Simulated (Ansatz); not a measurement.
# Si: geometry relaxation (part 1 of 3)

Si (slab, 15 atoms in the cell), computed with DFT PBE, scalar-relativistic, plane waves, PAW, no spin polarisation (Ansatz 0.2.0).

The structure derives from an entry of the Crystallography Open Database. The input holds or restrains some coordinates. Forces given for the steps count only the free coordinates. It belongs to a series of runs on one base structure; here: Si vacancy, atoms relaxed.

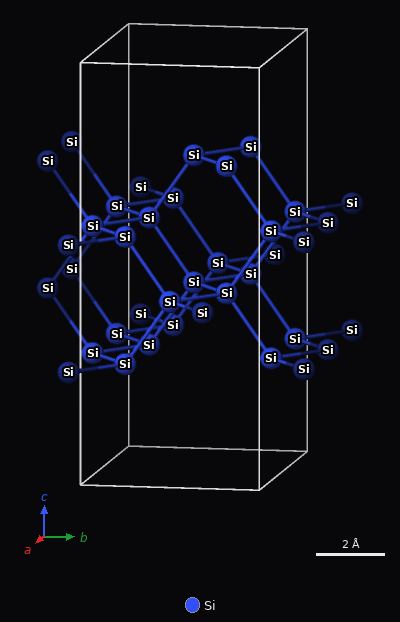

**Figure 1.** The starting structure (ball-and-stick view of the cell of the calculation, with the vacuum cut short, seen slightly off an axis; neighbours outside the cell are drawn fainter). An atom can appear more than once, as a periodic image. Near neighbours in the periodic cell (some may lie outside the picture): Si has 3 Si at 2.35 Å; Si has 4 Si at 2.35 Å; Si has 2 Si at 2.35 Å.

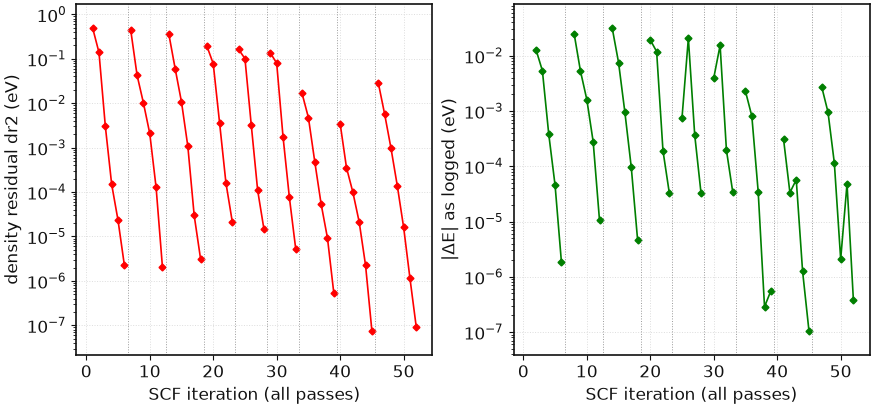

**Figure 2.** Convergence of the self-consistent field: density residual dr2 and size of the energy change against the SCF iteration. The dotted lines part the SCF passes of the relaxation: geometry steps, rejected trials and re-solves on a re-selected basis. The 9 passes take 5 to 7 iterations each, 52 in all.

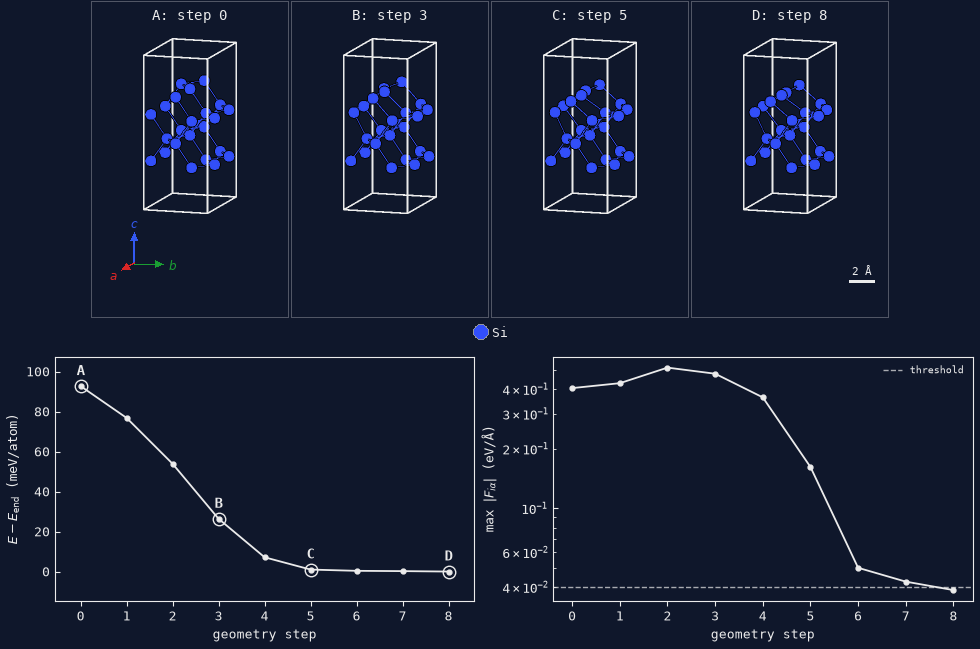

**Figure 3.** Frames of the restrained relaxation (ball-and-stick view of the cell of the calculation, with the vacuum cut short (origin shifted), seen slightly off an axis) above the curves, on which the letters mark them (the first geometry is step 0 here and step 1 in the log).

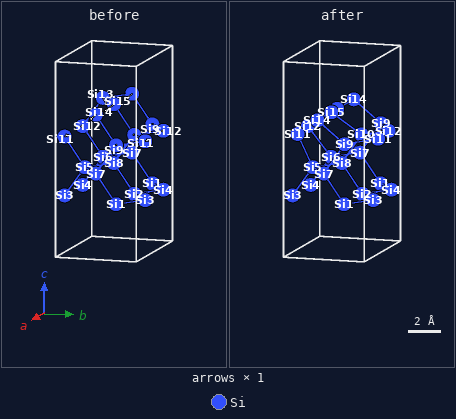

**Figure 4.** Before (left) and after (right) the restrained relaxation, at one scale (ball-and-stick view of the cell of the calculation, with the vacuum cut short (origin shifted), seen slightly off an axis). The white arrows give the displacements, at true length. The energy falls by 92.7 meV per atom in 8 geometry steps. Largest force component: 0.41 eV/Å at the start, 0.039 eV/Å at the end. The largest moves, 0.87 Å, are those of Si14 and Si15. The cell doesn't change. Distances before and after: Si10–Si11 2.352 → 2.465 Å, Si6–Si12 2.352 → 2.455 Å, Si13–Si14 2.352 → 2.411 Å, Si10–Si15 2.352 → 2.398 Å. Among the angles that change: Si14–Si13–Si15 109.5° → 160.1°, Si6–Si12–Si13 109.5° → 83.1°, Si10–Si15–Si13 109.5° → 86.3°. (Atoms are counted from 1 in the order of the input.)

These pictures come from the run below.

## The input
```yaml
crystal:
  lattice:
    - [7.680509, 0.0, 0.0]
    - [0.0, 5.43094, 0.0]
    - [0.0, 0.0, 23.7603818893]
  atoms:
    - { symbol: Si, position: [0.25, 0.0, 0.3787817907] }
    - { symbol: Si, position: [0.75, 0.0, 0.3787817907] }
    - { symbol: Si, position: [0.0, 0.25, 0.3787817907] }
    - { symbol: Si, position: [0.5, 0.25, 0.3787817907] }
    - { symbol: Si, position: [0.0, 0.5, 0.4595939302] }
    - { symbol: Si, position: [0.5, 0.5, 0.4595939302] }
    - { symbol: Si, position: [0.25, 0.75, 0.4595939302] }
    - { symbol: Si, position: [0.75, 0.75, 0.4595939302] }
    - { symbol: Si, position: [0.25, 0.0, 0.5404060698] }
    - { symbol: Si, position: [0.75, 0.0, 0.5404060698] }
    - { symbol: Si, position: [0.0, 0.25, 0.5404060698] }
    - { symbol: Si, position: [0.5, 0.25, 0.5404060698] }
    - { symbol: Si, position: [0.5, 0.5, 0.6212182093] }
    - { symbol: Si, position: [0.25, 0.75, 0.6212182093] }
    - { symbol: Si, position: [0.75, 0.75, 0.6212182093] }
basis:
  ecutwfc: 420.0
  fft_grid_basis: typed
kpoints:
  mp_grid: { grid: [4, 5, 1] }
hamiltonian:
  xc: pbe
  pseudopotentials: { kind: paw }
scf:
  occupations: { method: gaussian, width: 0.1 }
output:
  forces: true
  eigenvalues: true
efield:
  axis: 3
  dipole_correction: true
  ramp_width: 0.04
relax:
  adjacent_minimum: "off"
  f_tol: 0.04
  max_steps: 40
  constraints: [{ sites: [0, 1, 2, 3, 4, 5, 6, 7] }]
```

Launched with:
```bash
ansatz run input.yaml --threads 2 --pin off --max-ram 4423MiB --backend cpu --events-out ev --progress --plain --runs-dir out
```

## What the program printed
```
Engine: ansatz 0.2.0, x86_64-unknown-linux-gnu
Pseudopotentials: kind: paw
Pseudopotential: Si, paw, valence charge 4, recommended cutoff 420 eV (normal), Si.paw.azcp
Functional definition: PBE
  parameter kappa = 0.804
  parameter beta = 0.06672455060314922
  exchange = pbe_x(kappa = kappa, mu = beta*pi^2/3)
  correlation = pbe_c(beta = beta)
Crystal: 15 atoms, lattice volume = 991.102 Å³
Basis set: ecut = 420 eV, 19377 PW (Γ), exchange–correlation on 108×80×320 points (8 copies of the dense FFT grid, shifted against one another)
Bands: 45, of which v1, the nominal top of the filled ones, is band 30 counted from 1 (29 counted from 0)
Symmetry: 2 space group operations
Space group: Pm (ITA 6), of the structure as read, at distance tolerance 1.0e-4 Å
k-points: 9 of 20 (time reversal used)
Non-local potential: Si, projectors of the file, l = 0: 2, l = 1: 2, l = 2: 2
PAW form: soft (Blöchl's): semilocal exchange-correlation on the pseudo side does not see the compensation charge
PAW one-centre angular grid: Si, 110 points (default); XC on 64 Gauss nodes
Initial density: superposition of atomic densities (neutral atoms: chi_scale 0, normalization atom), corrected by the library's trained network
Initial wavefunctions: pseudopotential atomic-orbital guess
Functional: x = pbe(κ = 0.804, μ = 0.2195149727645171), c = pbe(β = 0.06672455060314922)
SCF iter   1: F=—  HF=-9527.038554 eV  |F-HF|=—  |Δ(HF+E_count)|=         —  Δρ=2.48e-3  dr2=4.95e-1  ethr=1.77e-3  p=0.000 e·Å  D=1.69e-5 V/Å  ΔV_dip=-0.00 eV  dr2_dipole=1.76e-1  V_vac-E_F(+/−)=4.85/4.85 eV  ⟨swp⟩=10.8  Hψ=2679  notcnv=0  defer=5
efield: sawtooth ramp at fractional position 0.9800 (placed from the atoms, in the widest stretch of the axis that holds none; the zero of the levels goes with the place), width 0.0400; the density the first Hamiltonian is built on has a dipole p = 0.000 e·Å; the dipole correction subtracts the counter field D = 1.69e-5 V/Å, which shifts the + side's vacuum level by -0.00 eV against the − side's; the planar-averaged density in the ramp window peaks in size at 1.3e-6 e/Å³
preconditioner: auto → LDOS  [metal: Δε(μ)=0.090 eV  Ē_g=6.914 eV  σ=0.100 eV  W_gap=0.47  n_scr=86 (ndim 8)  ℏωp=9.1 eV  f_vac=0.576  D(μ)=7.36/eV (n_scr^D=24)  β→1.0]
SCF iter   2: F=—  HF=-9527.025734 eV  |F-HF|=—  |Δ(HF+E_count)|=   1.28e-2  Δρ=1.18e-3  dr2=1.39e-1  ethr=8.25e-4  p=-0.037 e·Å  D=-6.82e-3 V/Å  ΔV_dip=0.16 eV  dr2_dipole=5.11e-2  V_vac-E_F(+/−)=4.96/4.80 eV  ⟨swp⟩=1.2  Hψ=482  notcnv=0  defer=33
SCF iter   3: F=—  HF=-9527.020377 eV  |F-HF|=—  |Δ(HF+E_count)|=   5.36e-3  Δρ=2.38e-4  dr2=3.04e-3  ethr=2.32e-4  p=-0.024 e·Å  D=-4.37e-3 V/Å  ΔV_dip=0.10 eV  dr2_dipole=1.00e-3  V_vac-E_F(+/−)=4.92/4.81 eV  ⟨swp⟩=1.0  Hψ=342  notcnv=0  defer=33
SCF iter   4: F=—  HF=-9527.020759 eV  |F-HF|=—  |Δ(HF+E_count)|=   3.82e-4  Δρ=7.68e-5  dr2=1.49e-4  ethr=5.07e-6  p=-0.027 e·Å  D=-4.99e-3 V/Å  ΔV_dip=0.12 eV  dr2_dipole=4.44e-6  V_vac-E_F(+/−)=4.92/4.80 eV  ⟨swp⟩=2.7  Hψ=613  notcnv=0  defer=32
iter 5 did not close the SCF: its close was put off for the readings that it lacked (scf_convergence_deferred on its scf_iter line)
SCF iter   5: F=-9527.020796 eV  HF=-9527.020805 eV  |F-HF|=8.36e-6  |Δ(HF+E_count)|=   4.52e-5  Δρ=2.73e-5  dr2=2.32e-5  ethr=2.48e-7  p=-0.028 e·Å  D=-5.11e-3 V/Å  ΔV_dip=0.12 eV  dr2_dipole=1.47e-8  V_vac-E_F(+/−)=4.92/4.80 eV  ⟨swp⟩=2.2  Hψ=599  notcnv=0  defer=31
SCF iter   6: F=-9527.020806 eV  HF=-9527.020806 eV  |F-HF|=8.47e-8  |Δ(HF+E_count)|=   1.84e-6  Δρ=9.87e-6  dr2=2.26e-6  ethr=3.87e-8  p=-0.028 e·Å  D=-5.19e-3 V/Å  ΔV_dip=0.12 eV  dr2_dipole=5.82e-9  V_vac-E_F(+/−)=4.92/4.80 eV  ⟨swp⟩=16.9  Hψ=2662  notcnv=0
SCF 1 converged in 6 iterations: F = -9527.020806 eV  dr2 = 2.26e-6
  greatest PAW one-centre occupation: 0.703 electrons in one spin orbital (limit 2), on the Si atom at site 14 (counted from 0), in its partial waves of l = 0
relax step   1: F+E_penalty+E_count = -9527.02080644 eV  Δ(F+E_penalty+E_count) = +0.000e0 eV  max|allowed force component| = 4.054e-1 eV/Å  Δτ_max = 0.0000 Å  (6 SCF iters, dr2 threshold 4.00e-5 eV, accepted)
Initial density: handed on by an earlier stage of this run
Initial wavefunctions: those handed on with the density
iter 1 solved again at ethr=9.03e-4 eV; its pass at ethr=3.10e-3 eV (dr2=5.42e-1 eV) is discarded
SCF iter   1: F=—  HF=-9527.291479 eV  |F-HF|=—  |Δ(HF+E_count)|=         —  Δρ=3.00e-3  dr2=4.46e-1  ethr=9.03e-4  p=-0.028 e·Å  D=-5.19e-3 V/Å  ΔV_dip=0.12 eV  dr2_dipole=1.34e-1  V_vac-E_F(+/−)=4.88/4.76 eV  ⟨swp⟩=1.4  Hψ=1535  notcnv=0  defer=58
efield: sawtooth ramp at fractional position 0.9800 (handed on by an earlier solve), width 0.0400; the density the first Hamiltonian is built on has a dipole p = -0.028 e·Å; the dipole correction subtracts the counter field D = -5.19e-3 V/Å, which shifts the + side's vacuum level by +0.12 eV against the − side's; the planar-averaged density in the ramp window peaks in size at 6.3e-8 e/Å³
preconditioner: auto → LDOS  [metal: Δε(μ)=0.000 eV  Ē_g=6.919 eV  σ=0.100 eV  W_gap=0.00  n_scr=86 (ndim 8)  ℏωp=9.1 eV  f_vac=0.580  D(μ)=10.96/eV (n_scr^D=42)  β→1.0]
SCF iter   2: F=—  HF=-9527.266385 eV  |F-HF|=—  |Δ(HF+E_count)|=   2.51e-2  Δρ=1.39e-3  dr2=4.29e-2  ethr=7.43e-4  p=0.005 e·Å  D=8.28e-4 V/Å  ΔV_dip=-0.02 eV  dr2_dipole=1.18e-3  V_vac-E_F(+/−)=4.77/4.79 eV  ⟨swp⟩=3.0  Hψ=493  notcnv=0  defer=58
SCF iter   3: F=—  HF=-9527.261116 eV  |F-HF|=—  |Δ(HF+E_count)|=   5.27e-3  Δρ=5.83e-4  dr2=1.02e-2  ethr=7.15e-5  p=0.001 e·Å  D=2.71e-4 V/Å  ΔV_dip=-0.01 eV  dr2_dipole=2.45e-4  V_vac-E_F(+/−)=4.79/4.80 eV  ⟨swp⟩=2.0  Hψ=579  notcnv=0  defer=58
SCF iter   4: F=—  HF=-9527.259507 eV  |F-HF|=—  |Δ(HF+E_count)|=   1.61e-3  Δρ=2.58e-4  dr2=2.09e-3  ethr=1.71e-5  p=0.003 e·Å  D=6.16e-4 V/Å  ΔV_dip=-0.01 eV  dr2_dipole=1.93e-4  V_vac-E_F(+/−)=4.78/4.80 eV  ⟨swp⟩=2.0  Hψ=544  notcnv=0  defer=58
SCF iter   5: F=—  HF=-9527.259228 eV  |F-HF|=—  |Δ(HF+E_count)|=   2.79e-4  Δρ=5.82e-5  dr2=1.27e-4  ethr=3.48e-6  p=0.005 e·Å  D=9.40e-4 V/Å  ΔV_dip=-0.02 eV  dr2_dipole=7.17e-6  V_vac-E_F(+/−)=4.78/4.80 eV  ⟨swp⟩=2.7  Hψ=561  notcnv=0  defer=58
SCF iter   6: F=-9527.259217 eV  HF=-9527.259217 eV  |F-HF|=1.14e-7  |Δ(HF+E_count)|=   1.05e-5  Δρ=9.21e-6  dr2=2.05e-6  ethr=1.71e-8  p=0.006 e·Å  D=1.03e-3 V/Å  ΔV_dip=-0.02 eV  dr2_dipole=2.38e-7  V_vac-E_F(+/−)=4.78/4.80 eV  ⟨swp⟩=16.1  Hψ=2983  notcnv=0
SCF 2 converged in 6 iterations: F = -9527.259217 eV  dr2 = 2.05e-6
  greatest PAW one-centre occupation: 0.702 electrons in one spin orbital (limit 2), on the Si atom at site 14 (counted from 0), in its partial waves of l = 0
relax step   2: F+E_penalty+E_count = -9527.25921690 eV  Δ(F+E_penalty+E_count) = -2.384e-1 eV  max|allowed force component| = 4.292e-1 eV/Å  Δτ_max = 0.1598 Å  (6 SCF iters, dr2 threshold 1.03e-5 eV, accepted)
iter 1 solved again at ethr=7.98e-4 eV; its pass at ethr=3.10e-3 eV (dr2=4.79e-1 eV) is discarded
SCF iter   1: F=—  HF=-9527.643809 eV  |F-HF|=—  |Δ(HF+E_count)|=         —  Δρ=3.22e-3  dr2=3.65e-1  ethr=7.98e-4  p=0.006 e·Å  D=1.03e-3 V/Å  ΔV_dip=-0.02 eV  dr2_dipole=7.62e-2  V_vac-E_F(+/−)=4.75/4.77 eV  ⟨swp⟩=1.1  Hψ=1594  notcnv=0  defer=54
efield: sawtooth ramp at fractional position 0.9800 (handed on by an earlier solve), width 0.0400; the density the first Hamiltonian is built on has a dipole p = 0.006 e·Å; the dipole correction subtracts the counter field D = 1.03e-3 V/Å, which shifts the + side's vacuum level by -0.02 eV against the − side's; the planar-averaged density in the ramp window peaks in size at 4.5e-8 e/Å³
eigensolver tolerance schedule: the retry pair's looser diagonalisation over-reported the residual by 0.31 of it (diagonalisation noise at 0.12 of the residual, at the tolerance the schedule requests for it); recorded, not acted on — ethr = c·dr2/N_el stays at c = 1.0e-1
preconditioner: auto → LDOS  [metal: Δε(μ)=0.032 eV  Ē_g=6.933 eV  σ=0.100 eV  W_gap=0.17  n_scr=86 (ndim 8)  ℏωp=9.1 eV  f_vac=0.585  D(μ)=10.81/eV (n_scr^D=42)  β→1.0]
SCF iter   2: F=—  HF=-9527.611979 eV  |F-HF|=—  |Δ(HF+E_count)|=   3.18e-2  Δρ=1.61e-3  dr2=6.04e-2  ethr=6.08e-4  p=0.051 e·Å  D=9.29e-3 V/Å  ΔV_dip=-0.22 eV  dr2_dipole=3.77e-3  V_vac-E_F(+/−)=4.57/4.79 eV  ⟨swp⟩=2.9  Hψ=565  notcnv=0  defer=54
SCF iter   3: F=—  HF=-9527.604438 eV  |F-HF|=—  |Δ(HF+E_count)|=   7.54e-3  Δρ=5.02e-4  dr2=1.07e-2  ethr=1.01e-4  p=0.035 e·Å  D=6.42e-3 V/Å  ΔV_dip=-0.15 eV  dr2_dipole=2.29e-3  V_vac-E_F(+/−)=4.64/4.79 eV  ⟨swp⟩=2.0  Hψ=557  notcnv=0  defer=54
SCF iter   4: F=—  HF=-9527.603494 eV  |F-HF|=—  |Δ(HF+E_count)|=   9.43e-4  Δρ=1.73e-4  dr2=1.07e-3  ethr=1.78e-5  p=0.040 e·Å  D=7.34e-3 V/Å  ΔV_dip=-0.17 eV  dr2_dipole=1.42e-4  V_vac-E_F(+/−)=4.62/4.80 eV  ⟨swp⟩=1.3  Hψ=496  notcnv=0  defer=57
SCF iter   5: F=—  HF=-9527.603397 eV  |F-HF|=—  |Δ(HF+E_count)|=   9.71e-5  Δρ=3.48e-5  dr2=2.99e-5  ethr=1.78e-6  p=0.041 e·Å  D=7.57e-3 V/Å  ΔV_dip=-0.18 eV  dr2_dipole=2.15e-6  V_vac-E_F(+/−)=4.62/4.80 eV  ⟨swp⟩=2.4  Hψ=595  notcnv=0  defer=57
SCF iter   6: F=-9527.603401 eV  HF=-9527.603402 eV  |F-HF|=1.24e-6  |Δ(HF+E_count)|=   4.69e-6  Δρ=1.05e-5  dr2=3.18e-6  ethr=1.92e-8  p=0.042 e·Å  D=7.61e-3 V/Å  ΔV_dip=-0.18 eV  dr2_dipole=2.74e-7  V_vac-E_F(+/−)=4.62/4.80 eV  ⟨swp⟩=17.7  Hψ=2771  notcnv=0
SCF 3 converged in 6 iterations: F = -9527.603401 eV  dr2 = 3.18e-6
relax step   3: F+E_penalty+E_count = -9527.60340079 eV  Δ(F+E_penalty+E_count) = -3.442e-1 eV  max|allowed force component| = 5.144e-1 eV/Å  Δτ_max = 0.1945 Å  (6 SCF iters, dr2 threshold 1.15e-5 eV, accepted)
iter 1 solved again at ethr=3.83e-4 eV; its pass at ethr=3.10e-3 eV (dr2=2.30e-1 eV) is discarded
```
